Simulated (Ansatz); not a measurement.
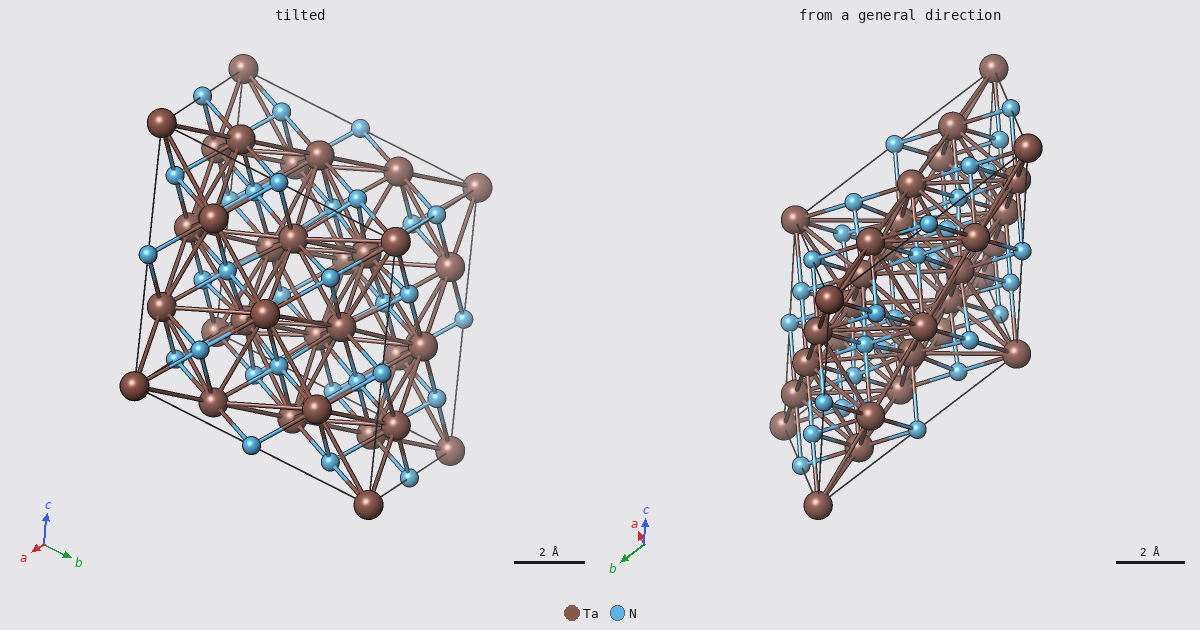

The figure gives a ball-and-stick picture of the atoms, viewed slightly off an axis and from a general direction. The edges of the supercell are marked. The host is TaN, in a cell of 32 sites, and the cell is neutral.

Question: Describe the defect.

Answer: A nitrogen vacancy. Around the empty site lie six Ta at about 2.0 Å.

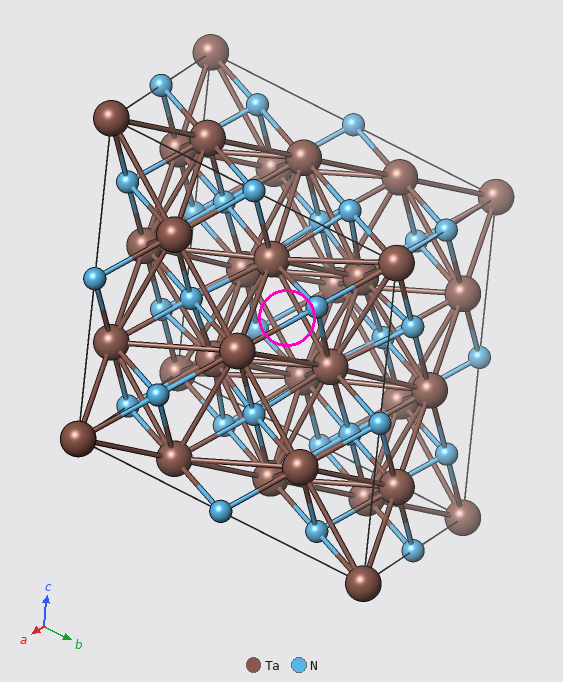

The same cell with a ring at the defect's site.

The atoms were relaxed in the host's cell with Ansatz, DFT PBE, scalar-relativistic, plane waves, PAW.
